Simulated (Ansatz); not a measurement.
Geometry relaxation of MnSn2 (part 2 of 2)

MnSn2 (I4/mcm, 6 atoms in the cell); DFT PBEsol, scalar-relativistic, plane waves, PAW, no spin polarisation (Ansatz 0.2.0); cutoff 420 eV, 8×8×8 k-mesh, Gaussian smearing of 0.1 eV. The structure derives from an entry of the Crystallography Open Database. It belongs to a series of runs on one base structure; here: no spin polarisation.

Geometry of the input (Å; fractional positions):
```
-3.3230  3.3230  2.7125
3.3230  -3.3230  2.7125
3.3230  3.3230  -2.7125
Mn 0.7500  0.7500  0.0000
Mn 0.2500  0.2500  0.0000
Sn 0.1590  0.6590  0.8180
Sn 0.6590  0.8410  0.5000
Sn 0.8410  0.3410  0.1820
Sn 0.3410  0.1590  0.5000
```

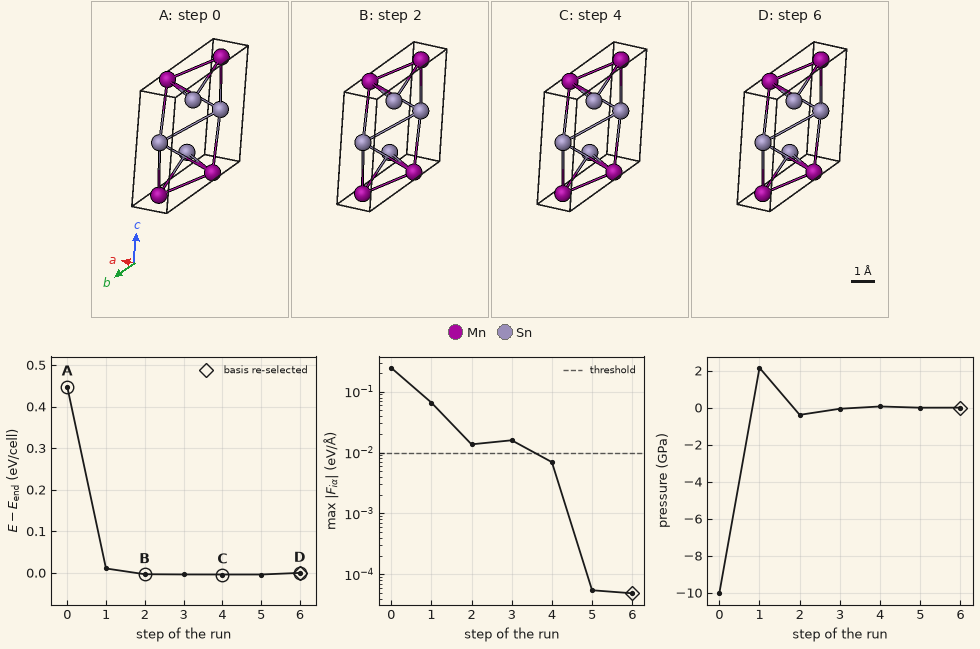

Frames of the relaxation (ball-and-stick view of the cell of the calculation, seen at an oblique angle) above the curves, on which the letters mark them (the first geometry is step 0 here and step 1 in the log).

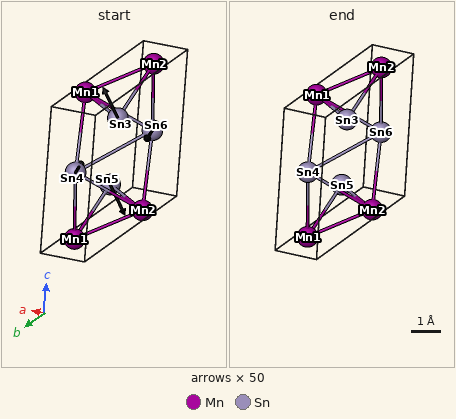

Before (left) and after (right) the relaxation, at one scale (ball-and-stick view of the cell of the calculation, seen at an oblique angle). The black arrows give the displacements (without the part carried along by the change of the cell), magnified 50 times. The largest moves relative to the cell, 0.025 Å, are those of Sn3, Sn4, Sn5 and Sn6. Mn stays in place. The drawn cell changes as follows: a = b = c 5.426 → 5.255 Å (−3.2 %), α 104.5° → 103.9°, β 104.5° → 103.9°, γ 120.0° → 121.2°; the volume changes by −9.8 %. Among the contacts that change: Sn3–Sn5 3.207 → 3.043 Å, Mn1–Mn2 2.713 → 2.578 Å, Mn1–Sn3 2.845 → 2.749 Å. The space group stays I4/mcm (No. 140). After 5 geometry steps the energy has fallen by 0.452 eV per cell of the calculation. Largest force component: 0.25 eV/Å at the start, under 0.0001 eV/Å at the end. The pressure goes from −10.02 to 0.00 GPa. A last SCF at the same geometry on a re-selected plane-wave basis shifts the energy by +3.9 meV per cell of the calculation. (Atoms are counted from 1 in the order of the input.)

```
basis re-selected at this cell: Δ(F+E_penalty+E_count) = +3.891e-3 eV, ΔP = +0.003 GPa vs the last step (what re-selecting the basis moved, of the pressure what is left beyond the Pulay correction that the steps carried, after the strain that the cell walked since its last selection, with what the two solves' SCF thresholds leave and, on support functions, any second-order correction that the steps lacked; it is no measure of the basis error at this ecutwfc). The dense FFT grid was sized anew with the basis: this SCF ran on 36×36×36 points, the steps before it on 40×40×40, so part of this shift can come from that change (see relax.cell in the input reference). This SCF's stress stands 4.99e-3 GPa from its target on what of the cell is left free (relax.cell.stress_tol is 5.00e-2 GPa) and its largest allowed force component is 4.89e-5 eV/Å (relax.f_tol is 1.00e-2 eV/Å): within both
SCF converged after 6 iterations
Free energy (F): -31536.268424 eV
Harris-Foulkes:  -31536.268424 eV  (|F-HF|=0.00e0)
Internal energy: -31536.236505 eV  (E = F + TS)
E sigma→0 (E₀):  -31536.252465 eV
Entropy (-TS):   -0.031920 eV (-5.320 meV/atom)
Fermi energy:    15.393703 eV
--- Per-component energies (eV) ---
  E_band       = -522.880048
  E_kinetic    = 1377.963268
  E_local      = -6693.494798  (includes V_loc(G=0)·N_el)
  E_nonlocal   = 364.402416
  E_hartree    = 3571.517157
  E_xc         = -1748.443288
  E_vxc        = -686.195920  (∫ρ·V_xc dr)
  E_paw        = -18809.271677  (= ΣΔE_a)
  E_vpaw       = -2028.589640  (= ΣTr[D̂ρ^β])
  E_aug_tail   = -0.000021  (compensation charges beyond the density's cutoff)
  E_ewald      = -9600.388220
  E_core_change = 1.478660  (= ΣΔE_core)
  E_smearing   = -0.031920  (= −TS)
  E_closure    = -0.000000  (closes the sum)
  Σ components = -31536.268424   (vs F -31536.268424, Δ=0.00e0)
--- Forces (eV/Å), atoms counted from 1 ---
  atom   1  Mn    -0.00000000     0.00000000     0.00000000
  atom   2  Mn    -0.00000000     0.00000000     0.00000000
  atom   3  Sn     0.00004888     0.00004888     0.00000000
  atom   4  Sn    -0.00004888     0.00004888     0.00000000
  atom   5  Sn    -0.00004888    -0.00004888     0.00000000
  atom   6  Sn     0.00004888    -0.00004888     0.00000000
  max |Σ_I F_I| component: 3.47e-17 eV/Å
--- Stress (GPa, compression-positive) ---
        0.004992       0.000000       0.000000
        0.000000       0.004992       0.000000
        0.000000       0.000000      -0.000887
  P = ⅓ Tr σ = 0.0030 GPa (0.030 kbar)
--- Band table (eV; the first three rows and the last of 59) ---
  k-point 0: bands = ["-63.2728", "-63.2393", "-32.5173", "-32.2351", "-32.0777", "-32.0777", "-32.0465", "-32.0465", "-6.0199", "-5.9996", "-5.9883", "-5.9883", "-5.9775", "-5.9775", "-5.9711", "-5.9684", "-5.9398", "-5.9056", "-5.8418", "-5.8192", "-5.8192", "-5.8113", "-5.8062", "-5.8062", "-5.7632", "-5.7381", "-5.7381", "-5.7338", "3.2097", "8.7689", "10.2145", "10.2145", "11.7131", "11.7131", "12.2637", "12.5790", "13.1140", "13.1483", "13.1483", "13.6000", "13.8287", "13.9034", "14.9339", "14.9979", "15.7149", "15.7149", "16.4685", "16.4685", "16.5377", "16.5948", "19.8739", "19.9255"]
  k-point 1: bands = ["-63.2728", "-63.2393", "-32.5174", "-32.2351", "-32.0778", "-32.0777", "-32.0465", "-32.0465", "-6.0254", "-6.0245", "-6.0142", "-5.9886", "-5.9859", "-5.9729", "-5.9601", "-5.9355", "-5.9225", "-5.8963", "-5.8434", "-5.8407", "-5.8215", "-5.8052", "-5.8047", "-5.7940", "-5.7592", "-5.7529", "-5.7392", "-5.7240", "3.3278", "8.3725", "9.9430", "10.2569", "11.3845", "11.7798", "12.5084", "12.8251", "12.8676", "12.9591", "13.5604", "13.6838", "13.7565", "14.0126", "14.9829", "15.4126", "15.7010", "15.7194", "16.3921", "16.7569", "16.7901", "16.8086", "19.0324", "19.1589"]
  k-point 2: bands = ["-63.2728", "-63.2393", "-32.5174", "-32.2351", "-32.0781", "-32.0777", "-32.0466", "-32.0465", "-6.0613", "-6.0581", "-6.0013", "-5.9862", "-5.9853", "-5.9686", "-5.9634", "-5.9183", "-5.9002", "-5.8688", "-5.8607", "-5.8429", "-5.8276", "-5.8025", "-5.8020", "-5.7782", "-5.7703", "-5.7489", "-5.7399", "-5.7212", "3.6793", "7.3594", "9.6431", "10.3670", "11.4067", "11.9656", "12.0050", "12.3237", "13.1913", "13.2119", "13.5072", "13.6549", "14.1988", "14.2373", "14.9839", "15.6687", "15.7136", "16.2878", "16.5840", "17.2461", "17.4122", "17.4292", "18.4941", "18.6698"]
  k-point 58: bands = ["-63.2728", "-63.2393", "-32.5178", "-32.2352", "-32.0783", "-32.0783", "-32.0466", "-32.0466", "-6.1263", "-6.0792", "-6.0643", "-6.0150", "-5.9427", "-5.9427", "-5.9184", "-5.9184", "-5.8793", "-5.8793", "-5.8766", "-5.8550", "-5.8003", "-5.7897", "-5.7688", "-5.7492", "-5.7492", "-5.7444", "-5.7439", "-5.7439", "6.5891", "6.5921", "6.5921", "8.8780", "9.1505", "9.7150", "12.5200", "12.5200", "13.4833", "13.6103", "14.1526", "15.0317", "15.0475", "15.6262", "15.6262", "16.0777", "16.6497", "17.2781", "18.1380", "18.1380", "18.5746", "18.9890", "18.9890", "20.5974"]
--- Relaxed structure (6 steps of the walk, 6 accepted, 1 SCFs on fresh bases) ---
  F+E_penalty+E_count = -31536.26842446 eV   max|allowed force component| = 4.888e-5 eV/Å   (the final SCF, on the basis selected at the relaxed cell)
  cell:  # Å, volume = 108.1012 Å³
    - [-3.237969173214836, 3.237969173214836, 2.5776557953072765]
    - [3.237969173214836, -3.237969173214836, 2.5776557953072765]
    - [3.237969173214836, 3.237969173214836, -2.5776557953072765]
  atoms:
    - { symbol: Mn, position: [0.75, 0.75, 3.018016880978298e-19] }
    - { symbol: Mn, position: [0.25, 0.25, 3.0180168809783013e-19] }
    - { symbol: Sn, position: [0.16173896033855664, 0.6617389603385567, 0.8234779206771133] }
    - { symbol: Sn, position: [0.6617389603385566, 0.8382610396614434, 0.5000000000000001] }
    - { symbol: Sn, position: [0.8382610396614432, 0.3382610396614432, 0.17652207932288666] }
    - { symbol: Sn, position: [0.33826103966144344, 0.16173896033855667, 0.5000000000000001] }
```

### Trajectory as extended XYZ (Å, eV, eV/Å), 7 frames, from step=1 to step=7
```
6
Lattice="-3.3230 3.3230 2.7125 3.3230 -3.3230 2.7125 3.3230 3.3230 -2.7125" Properties=species:S:1:pos:R:3:forces:R:3 step=1 energy=-31535.82026 pressure_GPa=-10.02
Mn    0.0000    0.0000    4.0687    0.0000   0.0000   0.0000
Mn    0.0000    0.0000    1.3562    0.0000   0.0000   0.0000
Sn    4.3797    1.0567    0.0000    0.2460   0.2460   0.0000
Sn    2.2663    1.0567    2.7125   -0.2460   0.2460   0.0000
Sn   -1.0567    2.2663    2.7125   -0.2460  -0.2460   0.0000
Sn    1.0567    2.2663    0.0000    0.2460  -0.2460   0.0000
6
Lattice="-3.2110 3.2110 2.5783 3.2110 -3.2110 2.5783 3.2110 3.2110 -2.5783" Properties=species:S:1:pos:R:3:forces:R:3 step=2 energy=-31536.25778 pressure_GPa=2.16
Mn    0.0000    0.0000    3.8674    0.0000   0.0000   0.0000
Mn    0.0000    0.0000    1.2892    0.0000   0.0000   0.0000
Sn    4.2557    1.0447    0.0000   -0.0661  -0.0661   0.0000
Sn    2.1663    1.0447    2.5783    0.0661  -0.0661   0.0000
Sn   -1.0447    2.1663    2.5783    0.0661   0.0661   0.0000
Sn    1.0447    2.1663    0.0000   -0.0661   0.0661   0.0000
6
Lattice="-3.2393 3.2393 2.5833 3.2393 -3.2393 2.5833 3.2393 3.2393 -2.5833" Properties=species:S:1:pos:R:3:forces:R:3 step=3 energy=-31536.27165 pressure_GPa=-0.39
Mn    0.0000    0.0000    3.8750    0.0000   0.0000   0.0000
Mn    0.0000    0.0000    1.2917    0.0000   0.0000   0.0000
Sn    4.2864    1.0471    0.0000    0.0136   0.0136   0.0000
Sn    2.1923    1.0471    2.5833   -0.0136   0.0136   0.0000
Sn   -1.0471    2.1923    2.5833   -0.0136  -0.0136   0.0000
Sn    1.0471    2.1923    0.0000    0.0136  -0.0136   0.0000
6
Lattice="-3.2389 3.2389 2.5777 3.2389 -3.2389 2.5777 3.2389 3.2389 -2.5777" Properties=species:S:1:pos:R:3:forces:R:3 step=4 energy=-31536.27219 pressure_GPa=-0.06
Mn    0.0000    0.0000    3.8665    0.0000   0.0000   0.0000
Mn    0.0000    0.0000    1.2888    0.0000   0.0000   0.0000
Sn    4.2880    1.0491    0.0000   -0.0159  -0.0159   0.0000
Sn    2.1898    1.0491    2.5777    0.0159  -0.0159   0.0000
Sn   -1.0491    2.1898    2.5777    0.0159   0.0159   0.0000
Sn    1.0491    2.1898    0.0000   -0.0159   0.0159   0.0000
6
Lattice="-3.2376 3.2376 2.5768 3.2376 -3.2376 2.5768 3.2376 3.2376 -2.5768" Properties=species:S:1:pos:R:3:forces:R:3 step=5 energy=-31536.27230 pressure_GPa=0.07
Mn    0.0000    0.0000    3.8652    0.0000   0.0000   0.0000
Mn    0.0000    0.0000    1.2884    0.0000   0.0000   0.0000
Sn    4.2842    1.0466    0.0000    0.0070   0.0070   0.0000
Sn    2.1910    1.0466    2.5768   -0.0070   0.0070   0.0000
Sn   -1.0466    2.1910    2.5768   -0.0070  -0.0070   0.0000
Sn    1.0466    2.1910    0.0000    0.0070  -0.0070   0.0000
6
Lattice="-3.2380 3.2380 2.5777 3.2380 -3.2380 2.5777 3.2380 3.2380 -2.5777" Properties=species:S:1:pos:R:3:forces:R:3 step=6 energy=-31536.27232 pressure_GPa=0.00
Mn    0.0000    0.0000    3.8665    0.0000   0.0000   0.0000
Mn    0.0000    0.0000    1.2888    0.0000   0.0000   0.0000
Sn    4.2854    1.0474    0.0000    0.0001   0.0001   0.0000
Sn    2.1906    1.0474    2.5777   -0.0001   0.0001   0.0000
Sn   -1.0474    2.1906    2.5777   -0.0001  -0.0001   0.0000
Sn    1.0474    2.1906    0.0000    0.0001  -0.0001   0.0000
6
Lattice="-3.2380 3.2380 2.5777 3.2380 -3.2380 2.5777 3.2380 3.2380 -2.5777" Properties=species:S:1:pos:R:3:forces:R:3 step=7 energy=-31536.26842 pressure_GPa=0.00
Mn    0.0000    0.0000    3.8665    0.0000   0.0000   0.0000
Mn    0.0000    0.0000    1.2888    0.0000   0.0000   0.0000
Sn    4.2854    1.0474    0.0000    0.0000   0.0000   0.0000
Sn    2.1906    1.0474    2.5777    0.0000   0.0000   0.0000
Sn   -1.0474    2.1906    2.5777    0.0000   0.0000   0.0000
Sn    1.0474    2.1906    0.0000    0.0000   0.0000   0.0000
```

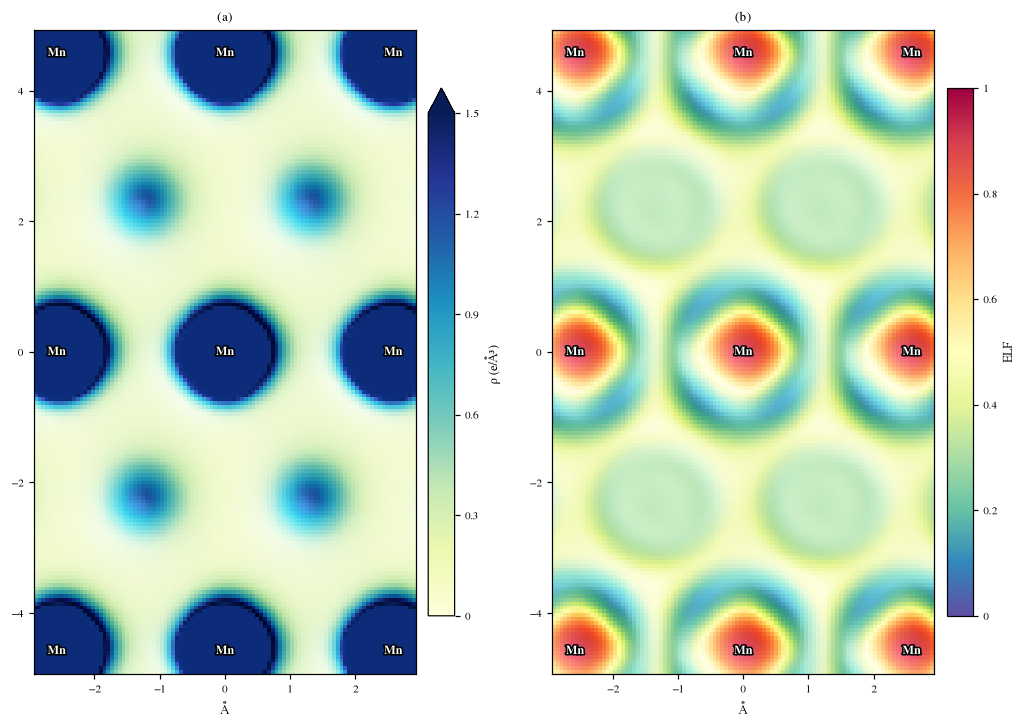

(a) valence pseudo-density; (b) electron localisation function on the (110) plane of the conventional cell. Atoms in the plane: Mn. Mn–Mn (2.58 Å): ρ is about 0.35 e/Å³ halfway; the ELF is about 0.35 at the midpoint (nearly free electrons, as in a simple metal). Away from the nuclei the density in this plane falls to 0.22 e/Å³ at its lowest. The strong features right at Mn lie inside the PAW spheres (semicore, d or f shells) and say nothing about bonding. Core electrons are frozen (PAW), so the fields are smoothed inside the atomic spheres.

### Summary

```tsv
quantity	value
outcome	converged
space group (tolerance 0.01 Å)	I4/mcm (140)
electrons treated	86
free energy	−31536.2684 eV
Fermi energy	15.394 eV
gap on the k-point mesh	none (metallic)
pressure	0.00 GPa
final volume	108.10 Å³
largest force (length of the vector) at the end	under 0.001 eV/Å
final cell	a = 5.255 Å, b = 5.255 Å, c = 5.255 Å, α = 103.92°, β = 103.92°, γ = 121.25°
wall time	3.2 min
peak memory	0.65 GiB
```

### Notes

The run has no spin polarisation, so a magnetic state may lie lower.
